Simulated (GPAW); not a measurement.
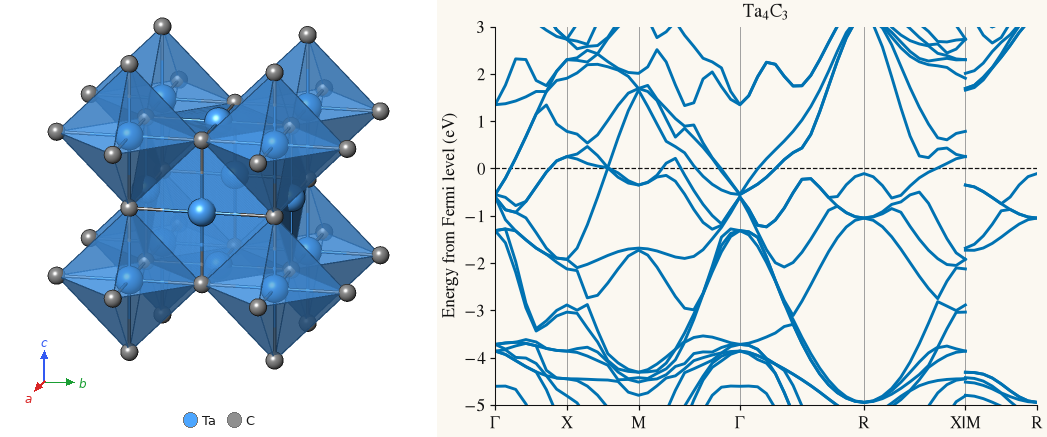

Band structure, beside the structure. Energies are counted from the Fermi level.

Calculation on Ta₄C₃, space group Pm-3m (No. 221), 7 atoms in the cell; cubic a = 4.445 Å.

Level of theory: PBEsol, PAW data sets generated in the run's folder for this functional, no spin polarisation, no spin-orbit coupling, 6×6×6 k mesh, 800 eV cutoff, Fermi-Dirac smearing of 0.05 eV; code GPAW 26.7.0.

**Metal, semiconductor or insulator?**

A metal: bands cross the Fermi level along this path.

**Which levels at Γ lie nearest to the Fermi level?**

At Γ the nearest levels lie 0.55 eV below and 1.35 eV above the Fermi level.

Spin-orbit coupling is left out, which matters for Ta. The cell is at −8 GPa in this functional. The cell comes from a database of computed structures, and whether it is the stable form of this composition wasn't checked. Bands are joined in order of energy, so crossings between the computed points show as kinks or gaps.
